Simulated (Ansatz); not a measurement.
C6N (slab)

Input file:

```
crystal:
  lattice:
    - [2.4656258796, 0.0, 0.0]
    - [-1.2328129398, 2.1341717713, 0.0]
    - [0.0, 0.0, 25.7842703304]
  atoms:
    - { symbol: C, position: [0.6666996624, 0.3333993247, 0.3296583495] }
    - { symbol: C, position: [0.3333003376, 0.6666006753, 0.3296583495] }
    - { symbol: C, position: [0.1666996624, 0.3333993247, 0.4612166648] }
    - { symbol: C, position: [0.8333003376, 0.6666006753, 0.4612166648] }
    - { symbol: C, position: [0.6666996624, 0.3333993247, 0.59277498] }
    - { symbol: C, position: [0.3333003376, 0.6666006753, 0.59277498] }
    - { symbol: "N", position: [0.1666996624, 0.8333993247, 0.6431933158], spin: 3.0 }
basis:
  ecutwfc: 420
kpoints:
  mp_grid: { grid: [12, 12, 1] }
hamiltonian:
  xc: pbe
  dispersion: d3bj
scf:
  occupations: { method: gaussian, width: 0.05 }
output:
  forces: true
  eigenvalues: true
  populations: true
  write_density: true
  write_potential: true
  elf: true
  volumetric_format: npy
magnetization:
  spin_polarized: true
relax:
  adjacent_minimum: "off"
  f_tol: 0.03
  max_steps: 70
  constraints: [{ sites: [0, 1] }]
efield:
  axis: 3
  dipole_correction: true
  ramp_width: 0.04
```

Run with:

```sh
ansatz run input.yaml --threads 1 --pin off --max-ram 2560MiB --backend cpu --events-out ev --progress --plain --runs-dir out
```

The fields are those of the relaxed geometry.

The SCF solution may not be the lowest one; the program warned that a starting moment wasn't kept; spin-polarised, but the moments vanished.

All numbers below come from DFT PBE+D3(BJ), scalar-relativistic, plane waves, PAW (Ansatz 0.2.0).

Question: Predict the valence pseudo-density and electron localisation function between the atoms.

Answer: C–C (1.42 Å): the density is about 2 e/Å³ at the midpoint; the ELF peaks at about 0.95 between the atoms.
C–N (1.45 Å): ρ is about 1.9 e/Å³ halfway; the ELF peaks at about 0.90 between the atoms.

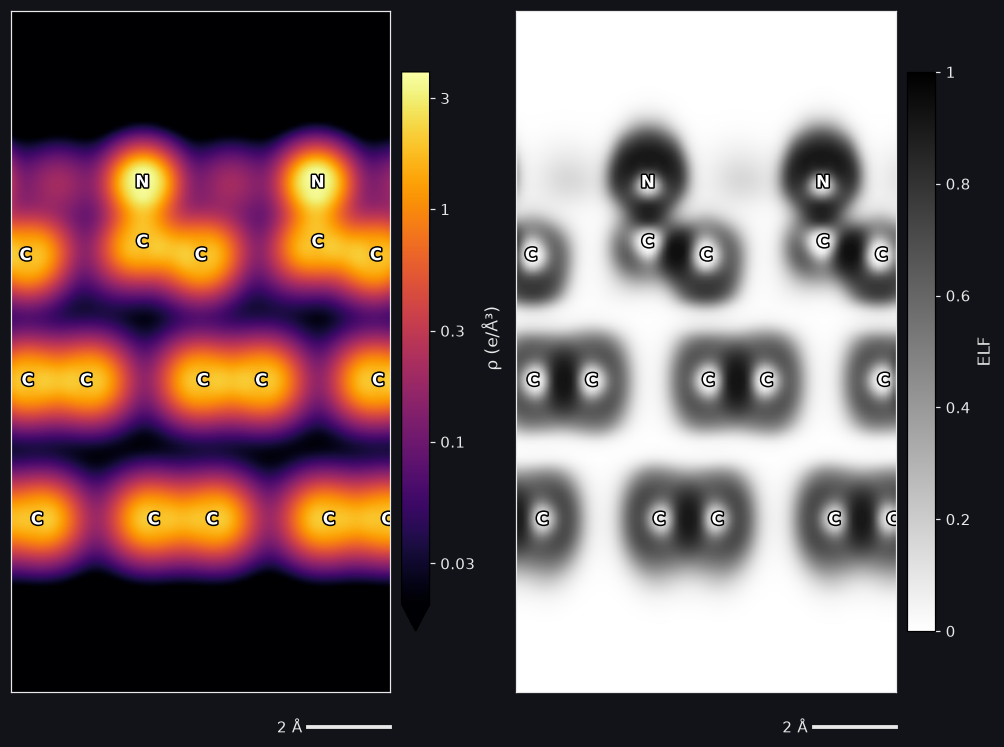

Computed valence pseudo-density and electron localisation function on the (110) plane of the calculation cell, a cut from vacuum to vacuum, in this order. 

Core electrons are frozen (PAW), and the valence fields are smoothed inside the atomic spheres.
